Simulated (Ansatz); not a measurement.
Cell and atoms:

```
Al Ru
1.0
     3.07197    0.00000    0.00000
     0.00000    3.07197    0.00000
     0.00000    0.00000    2.90792
Al Ru
1 1
Direct
  0.00000 0.00000 0.00000
  0.50000 0.50000 0.50000
```

Question: Give a crystallographic description of this input.

Answer: It has the composition AlRu. It belongs to space group P4/mmm (No. 123) and has a primitive tetragonal lattice. Cell content 1 Al, 1 Ru; Z = 1.

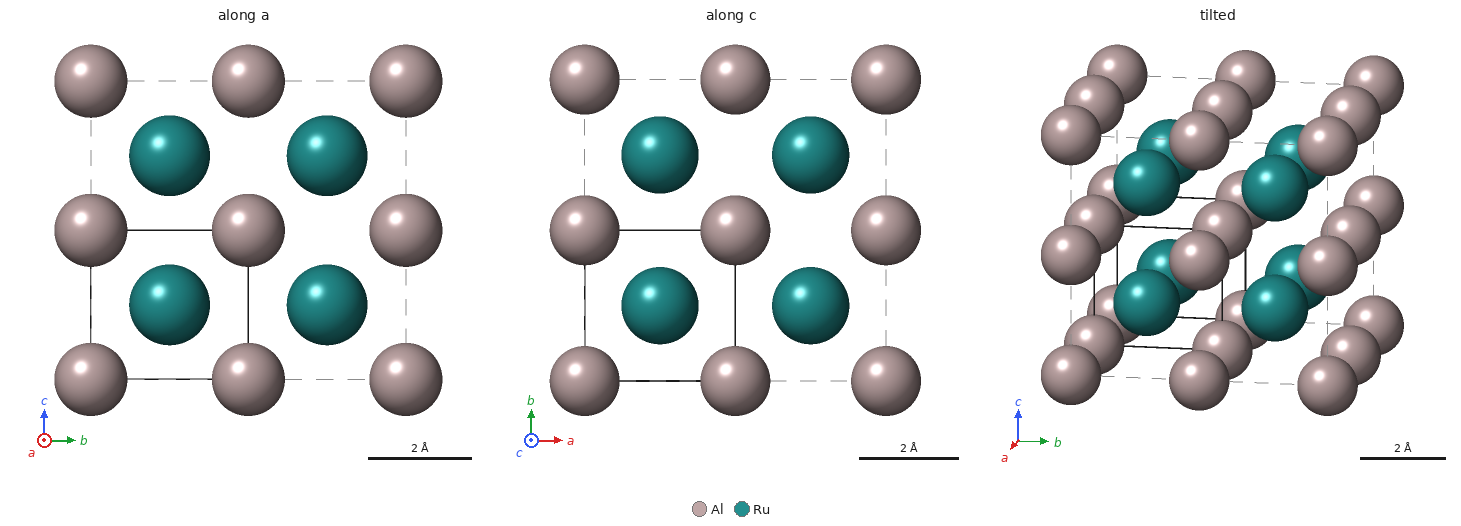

Spheres-only representation of a periodic structure, projected along the a axis, along the c axis and slightly off an axis. A 2×2×2 array of cells is drawn; the conventional unit cell has the solid edges.

The model was built from a structure listed in the Materials Project. It was relaxed with DFT r2SCAN, scalar-relativistic, plane waves, PAW in Ansatz under a constraint or pressure on the cell, so some stress remains.

At this level of theory the cell isn't at rest (stretched, at -7 GPa), so its distances can differ from those at equilibrium, the more so the softer the solid.
